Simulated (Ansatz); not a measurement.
# LiGeN (P6_3mc): the gap up the ladder of methods, part 3 of 3

Wanted: a ladder of band gaps for LiGeN (P6_3mc), from density functionals to G0W0.

Ansatz 0.2.0; density functionals, hybrids and G0W0, plane waves, PAW. Known limits of the many-body steps: finite bands, screening cutoff and k mesh; no spin-orbit coupling in G0W0.

So far. Step 11 (G0W0@HSE06, 6×6×2 mesh, 586 empty bands, screening to …): Over 11 of 14 irreducible mesh points the G0W0 gap is 2.582 eV, from k = (0.167, 0.167, 0.000) to k = (0.000, -0.500, 0.000). The HSE06 gap of this run on the mesh is 2.232 eV. The two states that bound the G0W0 gap lie that far apart at the start, so the correction of the gap is 2.582 − 2.232 = +0.350 eV.

In doubt: masses and optical values from hybrid runs of this build are listed as unsure (step 11), which bears on the screening that GW takes from such a start.

## Step 13: Gap and time by level

Each gap is the least one over the points named; times are wall times on shared hosts, not benchmarks. A G0W0 time includes the run's own self-consistent start. Runs with listed points see these and the mesh alone, so an edge that moves elsewhere is missed. Rows marked * are further runs, not shown as steps, whose inputs differ from the G0W0 step on the same start in the columns given; solver thresholds can differ too. Symmetry makes (0.500, 0.000, 0.000) and (0.000, -0.500, 0.000) one point.

```csv
level,mesh,"files, cutoff","bands summed, screening",points,gap (eV),valence top,conduction bottom,least direct gap (eV),time
LDA,12×12×4,"soft_1 PAW, 420 eV",-,mesh and listed points,1.430,"(0.133, 0.133, 0.000)","(0.500, 0.000, 0.000)",2.402,7.9 s
PBEsol,12×12×4,"soft_1 PAW, 420 eV",-,mesh and listed points,1.415,"(0.133, 0.133, 0.000)","(0.500, 0.000, 0.000)",2.383,10 s
PBE,12×12×4,"soft_1 PAW, 420 eV",-,mesh and path,1.458,"(0.133, 0.133, 0.000)","(0.500, 0.000, 0.000)",2.418,6.9 s
PBE+SOC,12×12×4,"soft_1 PAW, 420 eV",-,mesh and listed points,1.454,"(0.133, 0.133, 0.000)","(0.500, 0.000, 0.000)",2.395,7.2 s
r2SCAN,12×12×4,"soft_1 PAW, 500 eV",-,mesh and listed points,1.778,"(0.133, 0.133, 0.000)","(0.500, 0.000, 0.000)",2.764,9.5 s
HSE06,6×6×2,"soft_1 PAW, 420 eV",-,mesh and listed points,2.232,"(0.167, 0.167, 0.000)","(0.500, 0.000, 0.000)",3.180,20 s
PBE0,6×6×2,"soft_1 PAW, 420 eV",-,mesh and listed points,2.901,"(0.333, 0.333, 0.000)","(0.500, 0.000, 0.000)",3.870,18 s
DDH-PBE0,6×6×2,"soft_1 PAW, 420 eV",-,mesh and listed points,2.189,"(0.133, 0.133, 0.000)","(0.500, 0.000, 0.000)",3.144,31 s
G0W0@PBE*,6×6×2,"soft_1 PAW, 420 eV","118, 69 eV",12 of 14 irreducible mesh points,1.996,"(0.167, 0.167, 0.000)","(0.000, -0.500, 0.000)",3.199,12 s
G0W0@PBE*,6×6×2,"soft_1 PAW, 420 eV","294, 138 eV",12 of 14 irreducible mesh points,2.125,"(0.167, 0.167, 0.000)","(0.000, -0.500, 0.000)",3.271,17 s
G0W0@PBE,6×6×2,"soft_1 PAW, 420 eV","608, 230 eV",12 of 14 irreducible mesh points,2.185,"(0.167, 0.167, 0.000)","(0.000, -0.500, 0.000)",3.301,34 s
G0W0@HSE06,6×6×2,"soft_1 PAW, 420 eV","608, 230 eV",11 of 14 irreducible mesh points,2.582,"(0.167, 0.167, 0.000)","(0.000, -0.500, 0.000)",3.691,68 s
G0W0@LDA,6×6×2,"soft_1 PAW, 420 eV","608, 230 eV",12 of 14 irreducible mesh points,2.212,"(0.167, 0.167, 0.000)","(0.000, -0.500, 0.000)",3.297,53 s
```

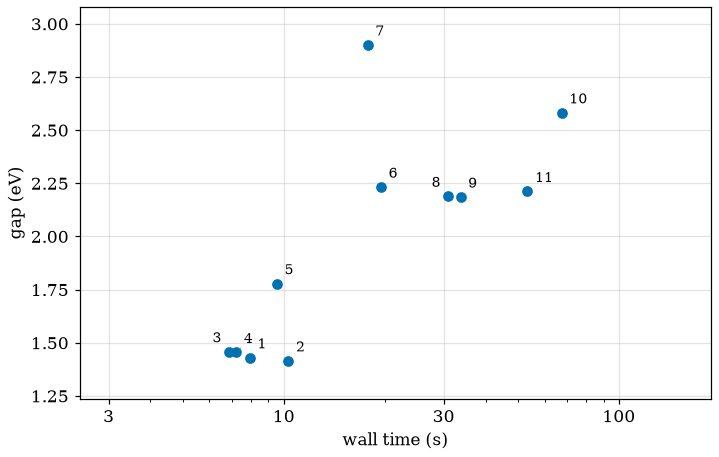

Gap against wall time for the runs shown as steps. Points are numbered: 1 LDA; 2 PBEsol; 3 PBE; 4 PBE+SOC; 5 r2SCAN; 6 HSE06; 7 PBE0; 8 DDH-PBE0; 9 G0W0@PBE (608 bands, 6×6×2); 10 G0W0@HSE06; 11 G0W0@LDA.

## Step 14: What came out

* LDA, over mesh and listed points: 1.430 eV
* PBEsol, over mesh and listed points: 1.415 eV
* PBE, over mesh and path: 1.458 eV
* PBE+SOC, over mesh and listed points: 1.454 eV
* r2SCAN, over mesh and listed points: 1.778 eV
* HSE06, over mesh and listed points: 2.232 eV
* PBE0, over mesh and listed points: 2.901 eV
* DDH-PBE0, over mesh and listed points: 2.189 eV
* G0W0@PBE (608 bands, 6×6×2), over 12 of 14 irreducible mesh points: 2.185 eV
* G0W0@HSE06, over 11 of 14 irreducible mesh points: 2.582 eV
* G0W0@LDA, over 12 of 14 irreducible mesh points: 2.212 eV
* known limits: finite bands, screening cutoff and k mesh; no spin-orbit coupling in G0W0

The rows run from 1.415 eV (PBEsol) to 2.901 eV (PBE0). They differ in mesh, plane-wave cutoff, bands and screening cutoff of G0W0 and the points over which the gap was sought as well as in level, so only pairs that share these are like for like. PBEsol against LDA: 1.415 − 1.430 = −0.015 eV, with the same mesh, files and cutoff, and both edges at the same k points. PBE against PBEsol: 1.458 − 1.415 = +0.043 eV, with the same mesh, files and cutoff, and both edges at the same k points. PBE+SOC against PBE: 1.454 − 1.458 = −0.004 eV, with the same mesh, set of files (read in its fully relativistic form for the spin-orbit run) and cutoff, and both edges at the same k points. The spin-orbit run sees mesh and listed points alone, so its gap is an upper bound: the coupling can move an edge off these points, the more so as this crystal has no centre of inversion, and the change over the zone, its sign included where it is small, is not known. G0W0@HSE06 against G0W0@PBE with 608 bands: 2.582 − 2.185 = +0.397 eV, with the same mesh, files and cutoffs, and both edges at the same k points. G0W0@LDA against G0W0@HSE06 with 608 bands: 2.212 − 2.582 = −0.370 eV, with the same mesh, files and cutoffs, and both edges at the same k points. The dielectric-dependent hybrid took 0.127 of exact exchange, against 0.25 in PBE0. G0W0@PBE (608 bands, 6×6×2) moves the gap of its own start on the mesh by 2.185 − 1.467 = +0.718 eV, between the same two levels. Over mesh and path, PBE puts the valence top at k = (0.133, 0.133, 0.000), where no G0W0 correction was computed. The G0W0 gap over the whole zone is therefore not known from this run; at its settings it can only be equal to or under the 2.185 eV found, and no correction is carried over from another point. For the start itself the gap is 1.458 eV over mesh and path and 1.467 eV on the mesh of the G0W0 run, in runs that differ in mesh (12×12×4 and 6×6×2). G0W0@HSE06 moves the gap of its own start on the mesh by 2.582 − 2.232 = +0.350 eV, between the same two levels. Both edges that HSE06 shows over mesh and listed points lie at k points where levels were corrected. Levels at other points were not corrected, so a lower G0W0 gap elsewhere in the zone is not ruled out. G0W0@LDA moves the gap of its own start on the mesh by 2.212 − 1.440 = +0.772 eV, between the same two levels. Over mesh and listed points, LDA puts the valence top at k = (0.133, 0.133, 0.000), where no G0W0 correction was computed. The G0W0 gap over the whole zone is therefore not known from this run; at its settings it can only be equal to or under the 2.212 eV found, and no correction is carried over from another point. For the start itself the gap is 1.430 eV over mesh and listed points and 1.440 eV on the mesh of the G0W0 run, in runs that differ in mesh (12×12×4 and 6×6×2). What spin-orbit coupling does to the G0W0 levels was not computed, so no sum with the G0W0 gap is formed. For G0W0@PBE: from 118 bands and 69 eV to 608 bands and 230 eV the gap moves by 2.185 − 1.996 = +0.189 eV (rung by rung 1.996, 2.125, 2.185 eV); bands and screening cutoff rise together, so their parts are not told apart. A line in one over the bands through the two highest rungs gives 2.185 + (2.185 − 2.125) × 294 / (608 − 294) = 2.241 eV, and through the pair below 2.125 + (2.125 − 1.996) × 118 / (294 − 118) = 2.211 eV. From the gaps as printed the two differ by 0.030 eV, at the edge of the 0.030 eV asked, so no limit is taken and it is not known. The other G0W0 rows are shown at one basis each (608 bands), so their distance from the limit is not known here. The G0W0 runs are scalar-relativistic. No pair of G0W0 runs that differ in the mesh alone is shown (6×6×2 is a supercell whose nearest images lie 18 Å apart), so the error from the mesh is not known here. G0W0@PBE runs of this series with other atomic data on the same mesh, not shown as steps, give 2.225 eV (hard PAW, 870 eV, 891 bands, screening to 299 eV); where bands and cutoffs differ too, the part of the files is not isolated.

[Paths, hosts, dates, memory and timing lines, banners, echoed tables and standing remarks are left out of the program output.]

[Logs are printed without paths, hosts, clocks, repeated set-up lines and the standing remarks that a program may print on its own settings, such as how far it seeks lower states.]

[Runs of the session that timed out or met a known fault of the program may be left out.]

[Cells called generated may have been cut or substituted from an entry of the Crystallography Open Database or the Materials Project.]

[Hosts, paths, dates, database ids (printed as entryN), source tags and the programs' standing remarks are cut or masked in the printed files.]

[Where an RPA ε∞ is given, it is that of the G0W0 mesh and is not shown converged in it. Names of k-points follow the symmetry that the program found, which can be lower than the space group named. Band edges on a path are those of the sampled points; other points can move an edge, and change direct to indirect where valleys lie close.]

[Hybrid gaps are those of their k-mesh and are not shown converged in it.]
